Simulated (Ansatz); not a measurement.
Run report: Zn15Se16, geometry relaxation (part 3 of 3)

The same run, continued: Zn15Se16 (defect cell, 31 atoms in the cell); DFT PBE, scalar-relativistic, plane waves, PAW, spin-polarised (Ansatz 0.2.0); cutoff 420 eV, 2×2×2 k-mesh, Gaussian smearing of 0.01 eV, collinear spins. The structure derives from a Materials Project entry. It belongs to a series of runs on one base structure; here: Zn vacancy (site a), charge +0, atoms relaxed at the host's cell.

### Output, continued
```
  k-point 1 ↓: bands = ["-40.8760", "-40.8760", "-40.8760", "-40.8760", "-40.8760", "-40.8759", "-40.8759", "-40.8759", "-40.8759", "-40.8759", ... 53 levels left out ..., "-40.7389", "-40.7389", "-40.7388", "-40.7388", "-40.7388", "-40.7214", "-40.7214", "-40.7214", "-40.7214", "-40.7214", "-40.7213", "-40.7213", "-40.7213", "-40.7162", "-40.7161", "-40.7161", "-40.7161", "-6.8717", "-6.5303", "-6.4907", "-6.4907", "-6.4389", "-6.3096", "-6.2892", "-6.2892", "-6.2584", "-6.1575", "-6.1234", "-6.1234",
      "-5.9978", "-5.8719", "-5.8568", "-5.8568", "-0.4479", "-0.4230", "-0.4230", "-0.4016", "-0.4003", "-0.4003", "-0.3993", "-0.3840", "-0.3709", "-0.3709", "-0.3692", "-0.3692", "-0.3667", "-0.3631", "-0.3631", "-0.3606", "-0.3588", "-0.3578", "-0.3543", "-0.3543", "-0.3523", "-0.3495", "-0.3371", "-0.3284", "-0.3284", "-0.3227", "-0.3192", "-0.3104", "-0.3104", "-0.3008", "-0.2935", "-0.2901", "-0.2901", "-0.2515", "-0.2515", "-0.2328",
      "-0.2025", "-0.1769", "-0.1769", "-0.1606", "-0.1564", "-0.1474", "-0.1474", "-0.1433", "-0.1429", "-0.1404", "-0.1360", "-0.1360", "-0.1339", "-0.1316", "-0.1280", "-0.1244", "-0.1244", "-0.1213", "-0.1171", "-0.1159", "-0.1159", "-0.1137", "-0.1081", "-0.1072", "-0.0971", "-0.0971", "-0.0948", "-0.0868", "-0.0841", "-0.0704", "-0.0553", "-0.0553", "-0.0375", "0.0438", "0.0438", "0.0632", "0.0697", "0.0873", "0.0873", "1.4214",
      "1.4445", "1.4507", "1.4507", "1.4714", "1.4982", "1.5674", "1.6028", "1.6028", "1.8846", "2.3169", "2.6886", "2.7156", "2.7156", "3.1848", "3.1948", "3.2624", "3.2624", "3.6622", "3.6677", "3.7929", "3.7929", "3.8992", "4.2246", "4.2246", "4.3447", "4.3819", "4.3819", "4.3837", "4.4070", "4.4148", "4.4148", "4.4367", "4.4747", "4.6478", "4.6478", "4.8260", "5.1106", "5.1290", "5.1680", "5.1680",
      "5.1857", "5.2060", "5.4199", "5.4199", "5.5154", "5.8370", "5.8370", "8.6665", "9.3178", "9.3178", "9.3230", "9.4645", "9.4760", "9.7930", "9.9731", "9.9924", "9.9924", "10.0704", "10.0704", "10.1728", "10.2677", "10.4520", "10.5712", "10.6357", "10.6357", "10.8938", "10.9724", "11.1285", "11.1285", "11.1918", "11.8274", "11.9424", "11.9961", "11.9961", "12.1241", "12.1436", "12.1436", "12.2122", "12.5198", "12.5198",
      "12.6699", "12.7311", "12.7311", "12.7682", "12.7682", "12.7781", "12.7848", "12.7994", "12.8228", "12.8443", "13.4342"]
--- Relaxed structure (3 steps of the walk, 3 accepted, 0 SCFs on fresh bases) ---
  F+E_penalty+E_count = -137310.14909822 eV   max|allowed force component| = 1.798e-2 eV/Å
  atoms:
    - { symbol: Zn, position: [0.25014322635427017, 0.25, 0.4951462853249272] }
    - { symbol: Zn, position: [0.0, 0.24999999999999994, 0.75] }
    - { symbol: Zn, position: [0.7451462853249272, 0.00014322635427010955, 0.2499999999999999] }
    - { symbol: Zn, position: [0.7451462853249272, 0.24999999999999992, 0.0001432263542701373] }
    - { symbol: Zn, position: [0.5, 0.00014322635427017113, 0.49514628532492716] }
    - { symbol: Zn, position: [0.25485371467507284, 0.00485371467507284, 0.7549969410293431] }
    - { symbol: Zn, position: [0.0, 0.75, 0.24999999999999994] }
    - { symbol: Zn, position: [1.0049969410293431, 1.004853714675073, 1.004853714675073] }
    - { symbol: Zn, position: [0.74985677364573, 0.7450030589706571, 0.4998567736457299] }
    - { symbol: Zn, position: [0.5, 0.7500000000000001, 0.7500000000000001] }
    - { symbol: Zn, position: [0.2501432263542702, 0.4951462853249272, 0.25] }
    - { symbol: Zn, position: [0.25485371467507284, 0.7549969410293431, 0.00485371467507284] }
    - { symbol: Zn, position: [-0.004996941029342979, 0.49985677364572983, 0.49985677364572983] }
    - { symbol: Zn, position: [0.74985677364573, 0.4998567736457299, 0.7450030589706571] }
    - { symbol: Zn, position: [0.5, 0.49514628532492716, 0.00014322635427017113] }
    - { symbol: Se, position: [0.5000000000000001, 0.005336942930008234, 0.25000000000000006] }
    - { symbol: Se, position: [0.2506449633076337, 0.0006449633076336253, 0.5004142113335641] }
    - { symbol: Se, position: [0.00023075197406952075, -0.00041421133356411843, 0.7502307519740696] }
    - { symbol: Se, position: [0.7493550366923665, 0.7497692480259306, 0.25] }
    - { symbol: Se, position: [0.7504142113335642, 0.0006449633076336392, 0.0006449633076336392] }
    - { symbol: Se, position: [0.5, 0.7497692480259306, 0.4993550366923664] }
    - { symbol: Se, position: [0.24958578866643585, 0.7502307519740696, 0.7502307519740696] }
    - { symbol: Se, position: [-0.00023075197406952075, 0.4993550366923664, 0.25000000000000006] }
    - { symbol: Se, position: [0.00023075197406952075, 0.7502307519740696, -0.00041421133356411843] }
    - { symbol: Se, position: [0.7446630570699919, 0.4946630570699918, 0.4946630570699918] }
    - { symbol: Se, position: [0.5, 0.4993550366923664, 0.7497692480259306] }
    - { symbol: Se, position: [0.25533694293000825, 0.25, 0.25] }
    - { symbol: Se, position: [0.2506449633076337, 0.5004142113335641, 0.0006449633076336253] }
    - { symbol: Se, position: [-0.00023075197406952075, 0.25000000000000006, 0.4993550366923664] }
    - { symbol: Se, position: [0.7493550366923665, 0.25, 0.7497692480259306] }
    - { symbol: Se, position: [0.5000000000000001, 0.25000000000000006, 0.005336942930008234] }
--- Löwdin populations: 31 sites ---
  site symbol       q [e]    m [muB]
     0     Zn     10.7762     0.0019
     1     Zn     10.7801     0.0007
     2     Zn     10.7762     0.0019
     3     Zn     10.7762     0.0019
     4     Zn     10.7762     0.0019
     5     Zn     10.7762     0.0019
     6     Zn     10.7801     0.0007
     7     Zn     10.7762     0.0019
     8     Zn     10.7762     0.0019
     9     Zn     10.7801     0.0007
    10     Zn     10.7762     0.0019
    11     Zn     10.7762     0.0019
    12     Zn     10.7762     0.0019
    13     Zn     10.7762     0.0019
    14     Zn     10.7762     0.0019
    15     Se     16.8459     0.3081
    16     Se     17.0005     0.0617
    17     Se     17.0005     0.0617
    18     Se     17.0005     0.0617
    19     Se     17.0005     0.0617
    20     Se     17.0005     0.0617
    21     Se     17.0005     0.0617
    22     Se     17.0005     0.0617
    23     Se     17.0005     0.0617
    24     Se     16.8459     0.3081
    25     Se     17.0005     0.0617
    26     Se     16.8459     0.3081
    27     Se     17.0005     0.0617
    28     Se     17.0005     0.0617
    29     Se     17.0005     0.0617
    30     Se     16.8459     0.3081
  spilling = 0.006780 (of n_electrons = 436.000000)
```

### File populations.tsv
```
# site	symbol	l	j	q_up	q_dn
# orbitals = lowdin
# n_electrons = 436.000000
# spilling = 0.006780
0	Zn	0_4S	-	0.397291	0.401299
0	Zn	2_3D	-	4.991773	4.985850
1	Zn	0_4S	-	0.398684	0.401143
1	Zn	2_3D	-	4.991725	4.988528
2	Zn	0_4S	-	0.397291	0.401299
2	Zn	2_3D	-	4.991773	4.985850
3	Zn	0_4S	-	0.397291	0.401299
3	Zn	2_3D	-	4.991773	4.985850
4	Zn	0_4S	-	0.397291	0.401299
4	Zn	2_3D	-	4.991773	4.985850
5	Zn	0_4S	-	0.397291	0.401299
5	Zn	2_3D	-	4.991773	4.985850
6	Zn	0_4S	-	0.398684	0.401143
6	Zn	2_3D	-	4.991725	4.988528
7	Zn	0_4S	-	0.397291	0.401299
7	Zn	2_3D	-	4.991773	4.985850
8	Zn	0_4S	-	0.397291	0.401299
8	Zn	2_3D	-	4.991773	4.985850
9	Zn	0_4S	-	0.398684	0.401143
9	Zn	2_3D	-	4.991725	4.988528
10	Zn	0_4S	-	0.397291	0.401299
10	Zn	2_3D	-	4.991773	4.985850
11	Zn	0_4S	-	0.397291	0.401299
11	Zn	2_3D	-	4.991773	4.985850
12	Zn	0_4S	-	0.397291	0.401299
12	Zn	2_3D	-	4.991773	4.985850
13	Zn	0_4S	-	0.397291	0.401299
13	Zn	2_3D	-	4.991773	4.985850
14	Zn	0_4S	-	0.397291	0.401299
14	Zn	2_3D	-	4.991773	4.985850
15	Se	0_4S	-	0.959527	0.957409
15	Se	1_4P	-	2.617502	2.311508
15	Se	2_3D	-	4.999955	4.999960
16	Se	0_4S	-	0.949533	0.949656
16	Se	1_4P	-	2.581606	2.519755
16	Se	2_3D	-	4.999953	4.999955
17	Se	0_4S	-	0.949533	0.949656
17	Se	1_4P	-	2.581606	2.519755
17	Se	2_3D	-	4.999953	4.999955
18	Se	0_4S	-	0.949533	0.949656
18	Se	1_4P	-	2.581606	2.519755
18	Se	2_3D	-	4.999953	4.999955
19	Se	0_4S	-	0.949533	0.949656
19	Se	1_4P	-	2.581606	2.519755
19	Se	2_3D	-	4.999953	4.999955
20	Se	0_4S	-	0.949533	0.949656
20	Se	1_4P	-	2.581606	2.519755
20	Se	2_3D	-	4.999953	4.999955
21	Se	0_4S	-	0.949533	0.949656
21	Se	1_4P	-	2.581606	2.519755
21	Se	2_3D	-	4.999953	4.999955
22	Se	0_4S	-	0.949533	0.949656
22	Se	1_4P	-	2.581606	2.519755
22	Se	2_3D	-	4.999953	4.999955
23	Se	0_4S	-	0.949533	0.949656
23	Se	1_4P	-	2.581606	2.519755
23	Se	2_3D	-	4.999953	4.999955
24	Se	0_4S	-	0.959527	0.957409
24	Se	1_4P	-	2.617502	2.311508
24	Se	2_3D	-	4.999955	4.999960
25	Se	0_4S	-	0.949533	0.949656
25	Se	1_4P	-	2.581606	2.519755
25	Se	2_3D	-	4.999953	4.999955
26	Se	0_4S	-	0.959527	0.957409
26	Se	1_4P	-	2.617502	2.311508
26	Se	2_3D	-	4.999955	4.999960
27	Se	0_4S	-	0.949533	0.949656
27	Se	1_4P	-	2.581606	2.519755
27	Se	2_3D	-	4.999953	4.999955
28	Se	0_4S	-	0.949533	0.949656
28	Se	1_4P	-	2.581606	2.519755
28	Se	2_3D	-	4.999953	4.999955
29	Se	0_4S	-	0.949533	0.949656
29	Se	1_4P	-	2.581606	2.519755
29	Se	2_3D	-	4.999953	4.999955
30	Se	0_4S	-	0.959527	0.957409
30	Se	1_4P	-	2.617502	2.311508
30	Se	2_3D	-	4.999955	4.999960
```

### Trajectory as extended XYZ (Å, eV, eV/Å), 3 frames, from step=1 to step=3
```
31
Lattice="-5.7318 5.7318 -5.7318 5.7318 -5.7318 -5.7318 -5.7318 -5.7318 5.7318" Properties=species:S:1:pos:R:3:forces:R:3 step=1 energy=-137310.08993
Zn   -2.8659   -2.8659    0.0000    0.1231   0.1317  -0.1317
Zn   -2.8659   -5.7318    2.8659    0.0000   0.0000   0.0000
Zn   -5.7318    2.8659   -2.8659    0.1317  -0.1317   0.1231
Zn   -2.8659    2.8659   -5.7318    0.1231  -0.1317   0.1317
Zn   -5.7318    0.0000    0.0000    0.1317   0.1231  -0.1317
Zn   -5.7318   -2.8659    2.8659   -0.1317  -0.1317  -0.1231
Zn    2.8659   -5.7318   -2.8659    0.0000   0.0000   0.0000
Zn   -5.7318   -5.7318   -5.7318   -0.1317  -0.1231  -0.1317
Zn   -2.8659   -2.8659   -5.7318   -0.1231   0.1317   0.1317
Zn   -2.8659   -5.7318   -2.8659    0.0000   0.0000   0.0000
Zn    0.0000   -2.8659   -2.8659   -0.1317   0.1317   0.1231
Zn    2.8659   -2.8659   -5.7318   -0.1231  -0.1317  -0.1317
Zn    0.0000   -5.7318    0.0000    0.1317  -0.1231   0.1317
Zn   -5.7318   -2.8659   -2.8659    0.1317   0.1317  -0.1231
Zn    0.0000    0.0000   -5.7318   -0.1317   0.1231   0.1317
Se   -4.2988    1.4329   -1.4329   -0.0285   0.0285   0.0285
Se   -4.2988   -1.4329    1.4329    0.0088   0.0088  -0.0018
Se   -4.2988   -4.2988    4.2988   -0.0018  -0.0088  -0.0088
Se   -1.4329   -1.4329   -7.1647   -0.0088   0.0088   0.0018
Se   -4.2988    4.2988   -4.2988    0.0088  -0.0018   0.0088
Se   -1.4329   -4.2988   -4.2988   -0.0088   0.0018   0.0088
Se   -1.4329   -7.1647   -1.4329   -0.0088  -0.0018  -0.0088
Se    1.4329   -4.2988   -1.4329    0.0088  -0.0088   0.0018
Se    4.2988   -4.2988   -4.2988   -0.0088  -0.0088  -0.0018
Se   -4.2988   -1.4329   -4.2988   -0.0285  -0.0285  -0.0285
Se   -4.2988   -4.2988   -1.4329    0.0088   0.0018  -0.0088
Se   -1.4329   -1.4329   -1.4329    0.0285  -0.0285   0.0285
Se    1.4329   -1.4329   -4.2988   -0.0018   0.0088   0.0088
Se   -1.4329   -4.2988    1.4329    0.0018  -0.0088   0.0088
Se   -7.1647   -1.4329   -1.4329    0.0018   0.0088  -0.0088
Se   -1.4329    1.4329   -4.2988    0.0285   0.0285  -0.0285
31
Lattice="-5.7318 5.7318 -5.7318 5.7318 -5.7318 -5.7318 -5.7318 -5.7318 5.7318" Properties=species:S:1:pos:R:3:forces:R:3 step=2 energy=-137310.14159
Zn   -2.8470   -2.8479   -0.0180    0.0524   0.0504  -0.0504
Zn   -2.8659   -5.7318    2.8659    0.0000   0.0000   0.0000
Zn   -5.7138    2.8479   -2.8470    0.0504  -0.0504   0.0524
Zn   -2.8470    2.8479   -5.7138    0.0524  -0.0504   0.0504
Zn   -5.7138    0.0189   -0.0180    0.0504   0.0524  -0.0504
Zn   -5.7497   -2.8839    2.8470   -0.0504  -0.0504  -0.0524
Zn    2.8659   -5.7318   -2.8659    0.0000   0.0000   0.0000
Zn   -5.7497   -5.7506   -5.7497   -0.0504  -0.0524  -0.0504
Zn   -2.8848   -2.8479   -5.7138   -0.0524   0.0504   0.0504
Zn   -2.8659   -5.7318   -2.8659    0.0000   0.0000   0.0000
Zn   -0.0180   -2.8479   -2.8470   -0.0504   0.0504   0.0524
Zn    2.8470   -2.8839   -5.7497   -0.0524  -0.0504  -0.0504
Zn    0.0180   -5.7506    0.0180    0.0504  -0.0524   0.0504
Zn   -5.7138   -2.8479   -2.8848    0.0504   0.0504  -0.0524
Zn   -0.0180    0.0189   -5.7138   -0.0504   0.0524   0.0504
Se   -4.2761    1.4102   -1.4557   -0.0197   0.0197   0.0197
Se   -4.3001   -1.4342    1.4256    0.0044   0.0044   0.0199
Se   -4.3062   -4.2976    4.3001    0.0199  -0.0044  -0.0044
Se   -1.4317   -1.4342   -7.1574   -0.0044   0.0044  -0.0199
Se   -4.3001    4.2915   -4.3001    0.0044   0.0199   0.0044
Se   -1.4317   -4.2915   -4.3001   -0.0044  -0.0199   0.0044
Se   -1.4317   -7.1720   -1.4317   -0.0044   0.0199  -0.0044
Se    1.4317   -4.2976   -1.4256    0.0044  -0.0044  -0.0199
Se    4.3001   -4.2976   -4.3062   -0.0044  -0.0044   0.0199
Se   -4.2761   -1.4102   -4.2761   -0.0197  -0.0197  -0.0197
Se   -4.3001   -4.2915   -1.4317    0.0044  -0.0199  -0.0044
Se   -1.4557   -1.4102   -1.4557    0.0197  -0.0197   0.0197
Se    1.4256   -1.4342   -4.3001    0.0199   0.0044   0.0044
Se   -1.4256   -4.2976    1.4317   -0.0199  -0.0044   0.0044
Se   -7.1574   -1.4342   -1.4317   -0.0199   0.0044  -0.0044
Se   -1.4557    1.4102   -4.2761    0.0197   0.0197  -0.0197
31
Lattice="-5.7318 5.7318 -5.7318 5.7318 -5.7318 -5.7318 -5.7318 -5.7318 5.7318" Properties=species:S:1:pos:R:3:forces:R:3 step=3 energy=-137310.14910
Zn   -2.8389   -2.8372   -0.0286   -0.0074  -0.0026   0.0026
Zn   -2.8659   -5.7318    2.8659    0.0000   0.0000   0.0000
Zn   -5.7031    2.8372   -2.8389   -0.0026   0.0026  -0.0074
Zn   -2.8389    2.8372   -5.7031   -0.0074   0.0026  -0.0026
Zn   -5.7031    0.0270   -0.0286   -0.0026  -0.0074   0.0026
Zn   -5.7604   -2.8945    2.8389    0.0026   0.0026   0.0074
Zn    2.8659   -5.7318   -2.8659    0.0000   0.0000   0.0000
Zn   -5.7604   -5.7588   -5.7604    0.0026   0.0074   0.0026
Zn   -2.8929   -2.8372   -5.7031    0.0074  -0.0026  -0.0026
Zn   -2.8659   -5.7318   -2.8659    0.0000   0.0000   0.0000
Zn   -0.0286   -2.8372   -2.8389    0.0026  -0.0026  -0.0074
Zn    2.8389   -2.8945   -5.7604    0.0074   0.0026   0.0026
Zn    0.0286   -5.7588    0.0286   -0.0026   0.0074  -0.0026
Zn   -5.7031   -2.8372   -2.8929   -0.0026  -0.0026   0.0074
Zn   -0.0286    0.0270   -5.7031    0.0026  -0.0074  -0.0026
Se   -4.2682    1.4023   -1.4635    0.0033  -0.0033  -0.0033
Se   -4.3012   -1.4353    1.4279    0.0029   0.0029  -0.0180
Se   -4.3038   -4.2964    4.3012   -0.0180  -0.0029  -0.0029
Se   -1.4306   -1.4353   -7.1597   -0.0029   0.0029   0.0180
Se   -4.3012    4.2938   -4.3012    0.0029  -0.0180   0.0029
Se   -1.4306   -4.2938   -4.3012   -0.0029   0.0180   0.0029
Se   -1.4306   -7.1697   -1.4306   -0.0029  -0.0180  -0.0029
Se    1.4306   -4.2964   -1.4279    0.0029  -0.0029   0.0180
Se    4.3012   -4.2964   -4.3038   -0.0029  -0.0029  -0.0180
Se   -4.2682   -1.4023   -4.2682    0.0033   0.0033   0.0033
Se   -4.3012   -4.2938   -1.4306    0.0029   0.0180  -0.0029
Se   -1.4635   -1.4023   -1.4635   -0.0033   0.0033  -0.0033
Se    1.4279   -1.4353   -4.3012   -0.0180   0.0029   0.0029
Se   -1.4279   -4.2964    1.4306    0.0180  -0.0029   0.0029
Se   -7.1597   -1.4353   -1.4306    0.0180   0.0029  -0.0029
Se   -1.4635    1.4023   -4.2682   -0.0033  -0.0033   0.0033
```

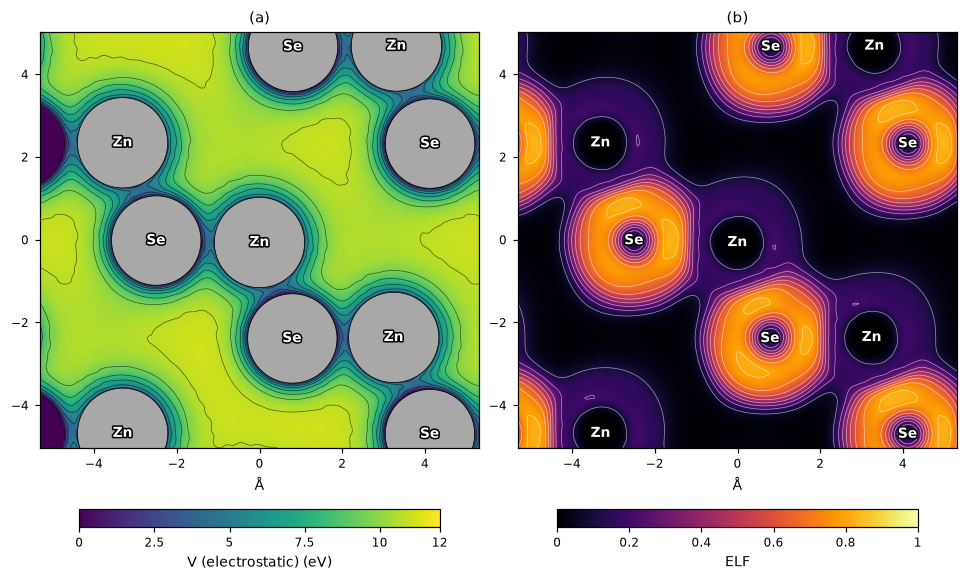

**Figure 1.** (a) electrostatic potential energy of an electron; (b) ELF on the (100) plane of the calculation cell. Grey discs, where drawn, cover atomic cores. The section cuts through Zn and Se sites. Zn–Se (2.45 Å): the ELF is about 0.60 at the midpoint; a polar contact without a shared pair, in a metal. Zn–Se (2.50 Å): the ELF is about 0.60 at the midpoint; a polar contact without a shared pair, in a metal. Outside the cores the potential energy rises away from the atoms and is highest about 2.3 Å from the nearest atoms; outside the discs it spans about 11 eV, and its zero is arbitrary. The fields are those of the smooth PAW valence density.

### Key numbers

| quantity | value |
| --- | --- |
| outcome | converged |
| electrons treated | 436 |
| free energy | −137310.1491 eV |
| Fermi energy | 5.830 eV |
| gap on the k-point mesh | none (metallic) |
| net moment of the cell | 2.00 μB |
| integrated absolute moment | 2.07 μB |
| final volume | 753.22 Å³ |
| largest force (length of the vector) at the end | 0.018 eV/Å |
| hardware | 4 threads of Intel Xeon @ 2.50GHz (Skylake/Cascade Lake), 189 GiB of memory available, shared host |
| wall time | 4.2 min (CPU time 16 min) |
| peak memory | 3.7 GiB |
